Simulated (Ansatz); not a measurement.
# Two runs on Pd

System: Pd (4 atoms in the cell).
Method of run A: DFT, BLYP, plane waves (420 eV) with PAW, scalar-relativistic, no spin polarisation (Ansatz 0.2.0).

Text and figures count atoms from 1; the logs count them from 0 in places.

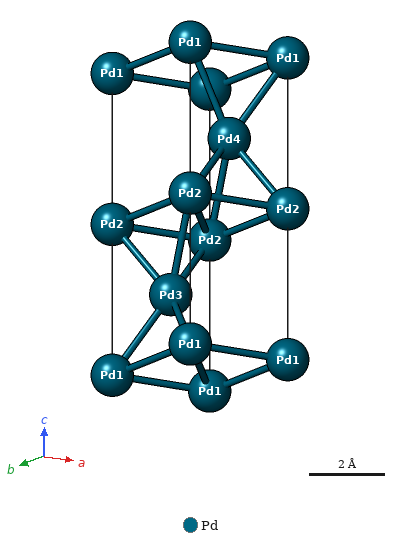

**Figure 1.** The structure (ball-and-stick view of the cell of the calculation, seen at an oblique angle; atoms are numbered from 1 in the order of the input). Near neighbours in the crystal (not all of them lie inside the picture): Pd has 12 Pd at 2.76 to 2.78 Å.

### Input, run A
```yaml
crystal:
  lattice:
    - [2.7634504525, 0.0, 0.0]
    - [-1.3817252263, 2.393218294, 0.0]
    - [0.0, 0.0, 9.1294384778]
  atoms:
    - { symbol: Pd, position: [0.0, 0.0, 0.0] }
    - { symbol: Pd, position: [1.0, 0.0, 0.5] }
    - { symbol: Pd, position: [0.3333333333, 0.6666666667, 0.25] }
    - { symbol: Pd, position: [0.6666666667, 0.3333333333, 0.75] }
hamiltonian:
  xc: blyp
  pseudopotentials:
    kind: paw
    azcp:
      Pd: "pseudopotentials/Pd.paw.azcp"
basis:
  ecutwfc: 420
  fft_grid_basis: typed
kpoints:
  mp_grid: { grid: [14, 14, 4], shift: [0, 0, 0] }
magnetization:
  spin_polarized: false
scf:
  occupations: { method: fermi_dirac, width: 0.1 }
  lower_state_search: "off"
output:
  stress: true
```

Hardware: 2 threads of an Arm (aarch64) CPU, shared host.

### Output, shortened to warnings, some set-up lines, iterations and results (run A)
```
Basis set: ecut = 420 eV, 1177 PW (Γ), exchange–correlation on 40×40×128 points (8 copies of the dense FFT grid, shifted against one another)
Symmetry: 24 space group operations
k-points: 72 of 784
Initial density: superposition of atomic densities (neutral atoms: chi_scale 0, normalization atom), corrected by the library's trained network
[...]
SCF iter   1: F=—  HF=-27950.279563 eV  |F-HF|=—  |Δ(HF+E_count)|=         —  Δρ=1.56e-2  dr2=1.53e-1  ethr=1.77e-3  ⟨swp⟩=5.3  Hψ=10632  notcnv=0
SCF iter   2: F=—  HF=-27950.251713 eV  |F-HF|=—  |Δ(HF+E_count)|=   2.79e-2  Δρ=6.91e-3  dr2=2.98e-2  ethr=2.13e-4  ⟨swp⟩=1.2  Hψ=3651  notcnv=0
SCF iter   3: F=—  HF=-27950.247096 eV  |F-HF|=—  |Δ(HF+E_count)|=   4.62e-3  Δρ=1.96e-3  dr2=2.13e-3  ethr=4.13e-5  ⟨swp⟩=2.5  Hψ=4131  notcnv=0
SCF iter   4: F=—  HF=-27950.247302 eV  |F-HF|=—  |Δ(HF+E_count)|=   2.05e-4  Δρ=3.86e-4  dr2=6.12e-5  ethr=2.95e-6  ⟨swp⟩=2.0  Hψ=4011  notcnv=0
SCF iter   5: F=—  HF=-27950.247330 eV  |F-HF|=—  |Δ(HF+E_count)|=   2.87e-5  Δρ=8.57e-5  dr2=4.23e-6  ethr=8.50e-8  ⟨swp⟩=2.0  Hψ=4239  notcnv=0
SCF iter   6: F=—  HF=-27950.247333 eV  |F-HF|=—  |Δ(HF+E_count)|=   2.24e-6  Δρ=2.10e-5  dr2=1.81e-7  ethr=5.88e-9  ⟨swp⟩=2.0  Hψ=4292  notcnv=0
SCF iter   7: F=-27950.247333 eV  HF=-27950.247333 eV  |F-HF|=4.97e-9  |Δ(HF+E_count)|=   8.18e-8  Δρ=6.39e-6  dr2=2.01e-8  ethr=1.39e-10  ⟨swp⟩=4.0  Hψ=9796  notcnv=0
SCF 1 converged in 7 iterations: F = -27950.247333 eV  dr2 = 2.01e-8
SCF converged after 7 iterations
Free energy (F): -27950.247333 eV
Harris-Foulkes:  -27950.247333 eV  (|F-HF|=4.97e-9)
Internal energy: -27949.975306 eV  (E = F + TS)
E sigma→0 (E₀):  -27950.111320 eV
Entropy (-TS):   -0.272026 eV (-68.007 meV/atom)
Fermi energy:    19.710180 eV
--- Per-component energies (eV) ---
  E_band       = -546.178385
  E_kinetic    = 2059.276048
  E_local      = -7136.501400  (includes V_loc(G=0)·N_el)
  E_nonlocal   = 863.922551
  E_hartree    = 2904.521395
  E_xc         = -664.389598
  E_vxc        = -832.272872  (∫ρ·V_xc dr)
  E_paw        = -15072.506732  (= ΣΔE_a)
  E_vpaw       = -1309.656501  (= ΣTr[D̂ρ^β])
  E_aug_tail   = 0.000857  (compensation charges beyond the density's cutoff)
  E_ewald      = -10904.645740
  E_core_change = 0.347311  (= ΣΔE_core)
  E_smearing   = -0.272026  (= −TS)
  E_closure    = -0.000000  (closes the sum)
  Σ components = -27950.247333   (vs F -27950.247333, Δ=0.00e0)
--- Stress (GPa, compression-positive) ---
       14.216797      -0.000000      -0.000000
       -0.000000      14.216797       0.000000
       -0.000000       0.000000      13.338942
  P = ⅓ Tr σ = 13.9242 GPa (139.242 kbar)
```

For run B the input was changed thus:
```diff
-    - [2.7634504525, 0.0, 0.0]
-    - [-1.3817252263, 2.393218294, 0.0]
-    - [0.0, 0.0, 9.1294384778]
+    - [2.7228055711, 0.0, 0.0]
+    - [-1.3614027856, 2.3580187941, 0.0]
+    - [0.0, 0.0, 8.9951625244]
```

How does run B compare with run A?

With the same functional and potentials, run B lies 77.1 meV per atom higher. The pressure goes from 13.92 to 24.15 GPa. The volume per atom goes from 15.09 to 14.44 Å³. The cell is scaled evenly with the atoms at fixed fractional positions, so −ΔP/Δ ln V estimates the bulk modulus midway between the two volumes: about 230 GPa. The number of SCF iterations is the same. The plane waves at Γ go from 1177 to 1153.

### Output, shortened to warnings, some set-up lines, iterations and results (run B)
```
Basis set: ecut = 420 eV, 1153 PW (Γ), exchange–correlation on 40×40×128 points (8 copies of the dense FFT grid, shifted against one another)
Symmetry: 24 space group operations
k-points: 72 of 784
Initial density: superposition of atomic densities (neutral atoms: chi_scale 0, normalization atom), corrected by the library's trained network
[...]
SCF iter   1: F=—  HF=-27949.975959 eV  |F-HF|=—  |Δ(HF+E_count)|=         —  Δρ=1.68e-2  dr2=1.67e-1  ethr=1.77e-3  ⟨swp⟩=5.4  Hψ=10788  notcnv=0
SCF iter   2: F=—  HF=-27949.944398 eV  |F-HF|=—  |Δ(HF+E_count)|=   3.16e-2  Δρ=7.45e-3  dr2=3.25e-2  ethr=2.33e-4  ⟨swp⟩=1.5  Hψ=3809  notcnv=0
SCF iter   3: F=—  HF=-27949.938861 eV  |F-HF|=—  |Δ(HF+E_count)|=   5.54e-3  Δρ=2.05e-3  dr2=2.17e-3  ethr=4.52e-5  ⟨swp⟩=2.3  Hψ=4069  notcnv=0
SCF iter   4: F=—  HF=-27949.939028 eV  |F-HF|=—  |Δ(HF+E_count)|=   1.67e-4  Δρ=4.05e-4  dr2=6.42e-5  ethr=3.02e-6  ⟨swp⟩=2.0  Hψ=3904  notcnv=0
SCF iter   5: F=—  HF=-27949.939056 eV  |F-HF|=—  |Δ(HF+E_count)|=   2.79e-5  Δρ=8.85e-5  dr2=4.37e-6  ethr=8.92e-8  ⟨swp⟩=2.0  Hψ=4220  notcnv=0
SCF iter   6: F=—  HF=-27949.939058 eV  |F-HF|=—  |Δ(HF+E_count)|=   2.12e-6  Δρ=2.30e-5  dr2=1.92e-7  ethr=6.07e-9  ⟨swp⟩=2.0  Hψ=4249  notcnv=0
SCF iter   7: F=-27949.939058 eV  HF=-27949.939058 eV  |F-HF|=7.86e-9  |Δ(HF+E_count)|=   8.38e-8  Δρ=6.80e-6  dr2=2.33e-8  ethr=1.39e-10  ⟨swp⟩=4.0  Hψ=9882  notcnv=0
SCF 1 converged in 7 iterations: F = -27949.939058 eV  dr2 = 2.33e-8
SCF converged after 7 iterations
Free energy (F): -27949.939058 eV
Harris-Foulkes:  -27949.939058 eV  (|F-HF|=7.86e-9)
Internal energy: -27949.677877 eV  (E = F + TS)
E sigma→0 (E₀):  -27949.808467 eV
Entropy (-TS):   -0.261181 eV (-65.295 meV/atom)
Fermi energy:    20.902355 eV
--- Per-component energies (eV) ---
  E_band       = -471.876701
  E_kinetic    = 2063.860128
  E_local      = -6887.892373  (includes V_loc(G=0)·N_el)
  E_nonlocal   = 863.813865
  E_hartree    = 2816.595706
  E_xc         = -666.170594
  E_vxc        = -834.745667  (∫ρ·V_xc dr)
  E_paw        = -15072.807109  (= ΣΔE_a)
  E_vpaw       = -1310.115128  (= ΣTr[D̂ρ^β])
  E_aug_tail   = 0.000835  (compensation charges beyond the density's cutoff)
  E_ewald      = -11067.425645
  E_core_change = 0.347311  (= ΣΔE_core)
  E_smearing   = -0.261181  (= −TS)
  E_closure    = 0.000000  (closes the sum)
  Σ components = -27949.939058   (vs F -27949.939058, Δ=0.00e0)
--- Stress (GPa, compression-positive) ---
       24.526514      -0.000000      -0.000000
       -0.000000      24.526514      -0.000000
       -0.000000      -0.000000      23.408872
  P = ⅓ Tr σ = 24.1540 GPa (241.540 kbar)
```

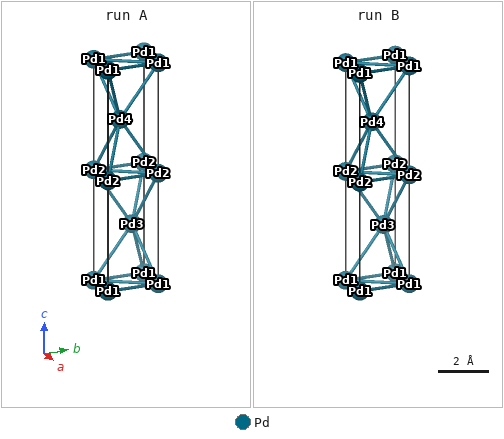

**Figure 2.** The two input geometries at one scale (ball-and-stick view of the cell of the calculation, seen slightly off an axis). No atom moves by more than 0.005 Å relative to the cell. The drawn cell changes as follows: a = b 2.763 → 2.723 Å (−1.5 %), c 9.129 → 8.995 Å (−1.5 %); the volume changes by −4.3 %. Among the contacts that change: Pd1–Pd3 2.785 → 2.744 Å, Pd1–Pd1 2.763 → 2.723 Å.

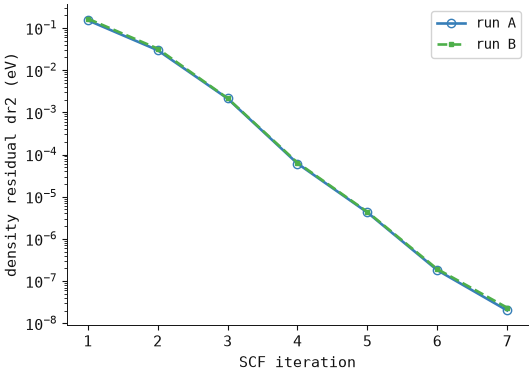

**Figure 3.** Convergence of the two runs: density residual dr2 against the SCF iteration. Run A takes 7 iterations in all, and run B takes 7.

### The two runs side by side

```csv
quantity,run A,run B
outcome,converged,converged
free energy per atom (eV),−6987.5618,−6987.4848
"energy per atom, smearing taken to zero (eV)",−6987.5278,−6987.4521
pressure (GPa),13.92,24.15
volume per atom (Å³),15.09,14.44
SCF iterations,7,7
irreducible k-points,72,72
plane waves at Γ,1177,1153
wall time (shared host),3 s,2.9 s
```

For run A: The cell is under a pressure of 13.9 GPa at this level, so it is not at its equilibrium volume. For run B: The cell is under a pressure of 24 GPa at this level, so it is not at its equilibrium volume.
